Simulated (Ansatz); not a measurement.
# Single-point calculation of C₂₁₆ (part 3 of 3)

C₂₁₆ (Fd-3m, 216 atoms in the cell); DFT, PBEsol, PAW, plane waves (Ansatz 0.2.0); cutoff 420 eV, 1×1×1 k-mesh, Fermi–Dirac smearing of 0.01 eV. The structure was built on a prototype by a generator.

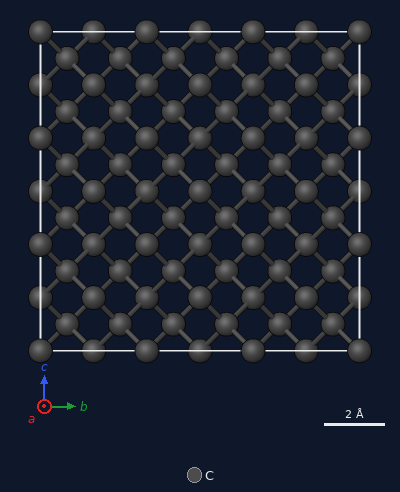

**Figure 1.** The structure as given in the input (ball-and-stick view of the cell of the calculation, along the a axis).

**Input file**
```yaml
crystal:
  lattice:
    - [10.661409, 0.000000, 0.000000]
    - [0.000000, 10.661409, 0.000000]
    - [0.000000, 0.000000, 10.661409]
  atoms:
    - { symbol: C, position: [0.000000, 0.000000, 0.000000] }
    - { symbol: C, position: [0.000000, 0.000000, 0.333333] }
    - { symbol: C, position: [0.000000, 0.000000, 0.666667] }
    - { symbol: C, position: [0.000000, 0.333333, 0.000000] }
    - { symbol: C, position: [0.000000, 0.333333, 0.333333] }
    - { symbol: C, position: [0.000000, 0.333333, 0.666667] }
    - { symbol: C, position: [0.000000, 0.666667, 0.000000] }
    - { symbol: C, position: [0.000000, 0.666667, 0.333333] }
    - { symbol: C, position: [0.000000, 0.666667, 0.666667] }
    - { symbol: C, position: [0.333333, 0.000000, 0.000000] }
    - { symbol: C, position: [0.333333, 0.000000, 0.333333] }
    - { symbol: C, position: [0.333333, 0.000000, 0.666667] }
    - { symbol: C, position: [0.333333, 0.333333, 0.000000] }
    - { symbol: C, position: [0.333333, 0.333333, 0.333333] }
    - { symbol: C, position: [0.333333, 0.333333, 0.666667] }
    - { symbol: C, position: [0.333333, 0.666667, 0.000000] }
    - { symbol: C, position: [0.333333, 0.666667, 0.333333] }
    - { symbol: C, position: [0.333333, 0.666667, 0.666667] }
    - { symbol: C, position: [0.666667, 0.000000, 0.000000] }
    - { symbol: C, position: [0.666667, 0.000000, 0.333333] }
    - { symbol: C, position: [0.666667, 0.000000, 0.666667] }
    - { symbol: C, position: [0.666667, 0.333333, 0.000000] }
    - { symbol: C, position: [0.666667, 0.333333, 0.333333] }
    - { symbol: C, position: [0.666667, 0.333333, 0.666667] }
    - { symbol: C, position: [0.666667, 0.666667, 0.000000] }
    - { symbol: C, position: [0.666667, 0.666667, 0.333333] }
    - { symbol: C, position: [0.666667, 0.666667, 0.666667] }
    - { symbol: C, position: [0.083333, 0.083333, 0.083333] }
    - { symbol: C, position: [0.083333, 0.083333, 0.416667] }
    - { symbol: C, position: [0.083333, 0.083333, 0.750000] }
    - { symbol: C, position: [0.083333, 0.416667, 0.083333] }
    - { symbol: C, position: [0.083333, 0.416667, 0.416667] }
    - { symbol: C, position: [0.083333, 0.416667, 0.750000] }
    - { symbol: C, position: [0.083333, 0.750000, 0.083333] }
    - { symbol: C, position: [0.083333, 0.750000, 0.416667] }
    - { symbol: C, position: [0.083333, 0.750000, 0.750000] }
    - { symbol: C, position: [0.416667, 0.083333, 0.083333] }
    - { symbol: C, position: [0.416667, 0.083333, 0.416667] }
    - { symbol: C, position: [0.416667, 0.083333, 0.750000] }
    - { symbol: C, position: [0.416667, 0.416667, 0.083333] }
    - { symbol: C, position: [0.416667, 0.416667, 0.416667] }
    - { symbol: C, position: [0.416667, 0.416667, 0.750000] }
    - { symbol: C, position: [0.416667, 0.750000, 0.083333] }
    - { symbol: C, position: [0.416667, 0.750000, 0.416667] }
    - { symbol: C, position: [0.416667, 0.750000, 0.750000] }
    - { symbol: C, position: [0.750000, 0.083333, 0.083333] }
    - { symbol: C, position: [0.750000, 0.083333, 0.416667] }
    - { symbol: C, position: [0.750000, 0.083333, 0.750000] }
    - { symbol: C, position: [0.750000, 0.416667, 0.083333] }
    - { symbol: C, position: [0.750000, 0.416667, 0.416667] }
    - { symbol: C, position: [0.750000, 0.416667, 0.750000] }
    - { symbol: C, position: [0.750000, 0.750000, 0.083333] }
    - { symbol: C, position: [0.750000, 0.750000, 0.416667] }
    - { symbol: C, position: [0.750000, 0.750000, 0.750000] }
    - { symbol: C, position: [0.166667, 0.166667, 0.000000] }
    - { symbol: C, position: [0.166667, 0.166667, 0.333333] }
    - { symbol: C, position: [0.166667, 0.166667, 0.666667] }
    - { symbol: C, position: [0.166667, 0.500000, 0.000000] }
    - { symbol: C, position: [0.166667, 0.500000, 0.333333] }
    - { symbol: C, position: [0.166667, 0.500000, 0.666667] }
    - { symbol: C, position: [0.166667, 0.833333, 0.000000] }
    - { symbol: C, position: [0.166667, 0.833333, 0.333333] }
    - { symbol: C, position: [0.166667, 0.833333, 0.666667] }
    - { symbol: C, position: [0.500000, 0.166667, 0.000000] }
    - { symbol: C, position: [0.500000, 0.166667, 0.333333] }
    - { symbol: C, position: [0.500000, 0.166667, 0.666667] }
    - { symbol: C, position: [0.500000, 0.500000, 0.000000] }
    - { symbol: C, position: [0.500000, 0.500000, 0.333333] }
    - { symbol: C, position: [0.500000, 0.500000, 0.666667] }
    - { symbol: C, position: [0.500000, 0.833333, 0.000000] }
    - { symbol: C, position: [0.500000, 0.833333, 0.333333] }
    - { symbol: C, position: [0.500000, 0.833333, 0.666667] }
    - { symbol: C, position: [0.833333, 0.166667, 0.000000] }
    - { symbol: C, position: [0.833333, 0.166667, 0.333333] }
    - { symbol: C, position: [0.833333, 0.166667, 0.666667] }
    - { symbol: C, position: [0.833333, 0.500000, 0.000000] }
    - { symbol: C, position: [0.833333, 0.500000, 0.333333] }
    - { symbol: C, position: [0.833333, 0.500000, 0.666667] }
    - { symbol: C, position: [0.833333, 0.833333, 0.000000] }
    - { symbol: C, position: [0.833333, 0.833333, 0.333333] }
    - { symbol: C, position: [0.833333, 0.833333, 0.666667] }
    - { symbol: C, position: [0.250000, 0.250000, 0.083333] }
    - { symbol: C, position: [0.250000, 0.250000, 0.416667] }
    - { symbol: C, position: [0.250000, 0.250000, 0.750000] }
    - { symbol: C, position: [0.250000, 0.583333, 0.083333] }
    - { symbol: C, position: [0.250000, 0.583333, 0.416667] }
    - { symbol: C, position: [0.250000, 0.583333, 0.750000] }
    - { symbol: C, position: [0.250000, 0.916667, 0.083333] }
    - { symbol: C, position: [0.250000, 0.916667, 0.416667] }
    - { symbol: C, position: [0.250000, 0.916667, 0.750000] }
    - { symbol: C, position: [0.583333, 0.250000, 0.083333] }
    - { symbol: C, position: [0.583333, 0.250000, 0.416667] }
    - { symbol: C, position: [0.583333, 0.250000, 0.750000] }
    - { symbol: C, position: [0.583333, 0.583333, 0.083333] }
    - { symbol: C, position: [0.583333, 0.583333, 0.416667] }
    - { symbol: C, position: [0.583333, 0.583333, 0.750000] }
    - { symbol: C, position: [0.583333, 0.916667, 0.083333] }
    - { symbol: C, position: [0.583333, 0.916667, 0.416667] }
    - { symbol: C, position: [0.583333, 0.916667, 0.750000] }
    - { symbol: C, position: [0.916667, 0.250000, 0.083333] }
    - { symbol: C, position: [0.916667, 0.250000, 0.416667] }
    - { symbol: C, position: [0.916667, 0.250000, 0.750000] }
    - { symbol: C, position: [0.916667, 0.583333, 0.083333] }
    - { symbol: C, position: [0.916667, 0.583333, 0.416667] }
    - { symbol: C, position: [0.916667, 0.583333, 0.750000] }
    - { symbol: C, position: [0.916667, 0.916667, 0.083333] }
    - { symbol: C, position: [0.916667, 0.916667, 0.416667] }
    - { symbol: C, position: [0.916667, 0.916667, 0.750000] }
    - { symbol: C, position: [0.166667, 0.000000, 0.166667] }
    - { symbol: C, position: [0.166667, 0.000000, 0.500000] }
    - { symbol: C, position: [0.166667, 0.000000, 0.833333] }
    - { symbol: C, position: [0.166667, 0.333333, 0.166667] }
    - { symbol: C, position: [0.166667, 0.333333, 0.500000] }
    - { symbol: C, position: [0.166667, 0.333333, 0.833333] }
    - { symbol: C, position: [0.166667, 0.666667, 0.166667] }
    - { symbol: C, position: [0.166667, 0.666667, 0.500000] }
    - { symbol: C, position: [0.166667, 0.666667, 0.833333] }
    - { symbol: C, position: [0.500000, 0.000000, 0.166667] }
    - { symbol: C, position: [0.500000, 0.000000, 0.500000] }
    - { symbol: C, position: [0.500000, 0.000000, 0.833333] }
    - { symbol: C, position: [0.500000, 0.333333, 0.166667] }
    - { symbol: C, position: [0.500000, 0.333333, 0.500000] }
    - { symbol: C, position: [0.500000, 0.333333, 0.833333] }
    - { symbol: C, position: [0.500000, 0.666667, 0.166667] }
    - { symbol: C, position: [0.500000, 0.666667, 0.500000] }
    - { symbol: C, position: [0.500000, 0.666667, 0.833333] }
    - { symbol: C, position: [0.833333, 0.000000, 0.166667] }
    - { symbol: C, position: [0.833333, 0.000000, 0.500000] }
    - { symbol: C, position: [0.833333, 0.000000, 0.833333] }
    - { symbol: C, position: [0.833333, 0.333333, 0.166667] }
    - { symbol: C, position: [0.833333, 0.333333, 0.500000] }
    - { symbol: C, position: [0.833333, 0.333333, 0.833333] }
    - { symbol: C, position: [0.833333, 0.666667, 0.166667] }
    - { symbol: C, position: [0.833333, 0.666667, 0.500000] }
    - { symbol: C, position: [0.833333, 0.666667, 0.833333] }
    - { symbol: C, position: [0.250000, 0.083333, 0.250000] }
    - { symbol: C, position: [0.250000, 0.083333, 0.583333] }
    - { symbol: C, position: [0.250000, 0.083333, 0.916667] }
    - { symbol: C, position: [0.250000, 0.416667, 0.250000] }
    - { symbol: C, position: [0.250000, 0.416667, 0.583333] }
    - { symbol: C, position: [0.250000, 0.416667, 0.916667] }
    - { symbol: C, position: [0.250000, 0.750000, 0.250000] }
    - { symbol: C, position: [0.250000, 0.750000, 0.583333] }
    - { symbol: C, position: [0.250000, 0.750000, 0.916667] }
    - { symbol: C, position: [0.583333, 0.083333, 0.250000] }
    - { symbol: C, position: [0.583333, 0.083333, 0.583333] }
    - { symbol: C, position: [0.583333, 0.083333, 0.916667] }
    - { symbol: C, position: [0.583333, 0.416667, 0.250000] }
    - { symbol: C, position: [0.583333, 0.416667, 0.583333] }
    - { symbol: C, position: [0.583333, 0.416667, 0.916667] }
    - { symbol: C, position: [0.583333, 0.750000, 0.250000] }
    - { symbol: C, position: [0.583333, 0.750000, 0.583333] }
    - { symbol: C, position: [0.583333, 0.750000, 0.916667] }
    - { symbol: C, position: [0.916667, 0.083333, 0.250000] }
    - { symbol: C, position: [0.916667, 0.083333, 0.583333] }
    - { symbol: C, position: [0.916667, 0.083333, 0.916667] }
    - { symbol: C, position: [0.916667, 0.416667, 0.250000] }
    - { symbol: C, position: [0.916667, 0.416667, 0.583333] }
    - { symbol: C, position: [0.916667, 0.416667, 0.916667] }
    - { symbol: C, position: [0.916667, 0.750000, 0.250000] }
    - { symbol: C, position: [0.916667, 0.750000, 0.583333] }
    - { symbol: C, position: [0.916667, 0.750000, 0.916667] }
    - { symbol: C, position: [0.000000, 0.166667, 0.166667] }
    - { symbol: C, position: [0.000000, 0.166667, 0.500000] }
    - { symbol: C, position: [0.000000, 0.166667, 0.833333] }
    - { symbol: C, position: [0.000000, 0.500000, 0.166667] }
    - { symbol: C, position: [0.000000, 0.500000, 0.500000] }
    - { symbol: C, position: [0.000000, 0.500000, 0.833333] }
    - { symbol: C, position: [0.000000, 0.833333, 0.166667] }
    - { symbol: C, position: [0.000000, 0.833333, 0.500000] }
    - { symbol: C, position: [0.000000, 0.833333, 0.833333] }
    - { symbol: C, position: [0.333333, 0.166667, 0.166667] }
    - { symbol: C, position: [0.333333, 0.166667, 0.500000] }
    - { symbol: C, position: [0.333333, 0.166667, 0.833333] }
    - { symbol: C, position: [0.333333, 0.500000, 0.166667] }
    - { symbol: C, position: [0.333333, 0.500000, 0.500000] }
    - { symbol: C, position: [0.333333, 0.500000, 0.833333] }
    - { symbol: C, position: [0.333333, 0.833333, 0.166667] }
    - { symbol: C, position: [0.333333, 0.833333, 0.500000] }
    - { symbol: C, position: [0.333333, 0.833333, 0.833333] }
    - { symbol: C, position: [0.666667, 0.166667, 0.166667] }
    - { symbol: C, position: [0.666667, 0.166667, 0.500000] }
    - { symbol: C, position: [0.666667, 0.166667, 0.833333] }
    - { symbol: C, position: [0.666667, 0.500000, 0.166667] }
    - { symbol: C, position: [0.666667, 0.500000, 0.500000] }
    - { symbol: C, position: [0.666667, 0.500000, 0.833333] }
    - { symbol: C, position: [0.666667, 0.833333, 0.166667] }
    - { symbol: C, position: [0.666667, 0.833333, 0.500000] }
    - { symbol: C, position: [0.666667, 0.833333, 0.833333] }
    - { symbol: C, position: [0.083333, 0.250000, 0.250000] }
    - { symbol: C, position: [0.083333, 0.250000, 0.583333] }
    - { symbol: C, position: [0.083333, 0.250000, 0.916667] }
    - { symbol: C, position: [0.083333, 0.583333, 0.250000] }
    - { symbol: C, position: [0.083333, 0.583333, 0.583333] }
    - { symbol: C, position: [0.083333, 0.583333, 0.916667] }
    - { symbol: C, position: [0.083333, 0.916667, 0.250000] }
    - { symbol: C, position: [0.083333, 0.916667, 0.583333] }
    - { symbol: C, position: [0.083333, 0.916667, 0.916667] }
    - { symbol: C, position: [0.416667, 0.250000, 0.250000] }
    - { symbol: C, position: [0.416667, 0.250000, 0.583333] }
    - { symbol: C, position: [0.416667, 0.250000, 0.916667] }
    - { symbol: C, position: [0.416667, 0.583333, 0.250000] }
    - { symbol: C, position: [0.416667, 0.583333, 0.583333] }
    - { symbol: C, position: [0.416667, 0.583333, 0.916667] }
    - { symbol: C, position: [0.416667, 0.916667, 0.250000] }
    - { symbol: C, position: [0.416667, 0.916667, 0.583333] }
    - { symbol: C, position: [0.416667, 0.916667, 0.916667] }
    - { symbol: C, position: [0.750000, 0.250000, 0.250000] }
    - { symbol: C, position: [0.750000, 0.250000, 0.583333] }
    - { symbol: C, position: [0.750000, 0.250000, 0.916667] }
    - { symbol: C, position: [0.750000, 0.583333, 0.250000] }
    - { symbol: C, position: [0.750000, 0.583333, 0.583333] }
    - { symbol: C, position: [0.750000, 0.583333, 0.916667] }
    - { symbol: C, position: [0.750000, 0.916667, 0.250000] }
    - { symbol: C, position: [0.750000, 0.916667, 0.583333] }
    - { symbol: C, position: [0.750000, 0.916667, 0.916667] }
  symmetry: { detect: false }
kpoints:
  mp_grid: { grid: [1, 1, 1], shift: [0.25, 0.25, 0.25] }
hamiltonian:
  xc: pbesol
scf:
  occupations: { method: fermi_dirac, width: 0.01 }
output:
  forces: true
  eigenvalues: true
  stress: true
  populations: true
  eigenstates: { kpoints: [[0.25, 0.25, 0.25]], e_range: [-6.0, 6.0], localisation: true }
```

**Key numbers**

| quantity | value |
| --- | --- |
| outcome | converged |
| space group (tolerance 0.01 Å) | Fd-3m (227) |
| electrons treated | 864 |
| free energy | −53280.3002 eV |
| Fermi energy | 15.577 eV |
| pressure | 0.02 GPa |
| largest force (length of the vector) | 0.013 eV/Å |
| hardware | 8 CPU threads, shared host |
| wall time | 27 s (CPU time 2.4 min) |
| peak memory | 3.6 GiB |

The k-point mesh is coarse for a cell of this size, so the results may not be converged.
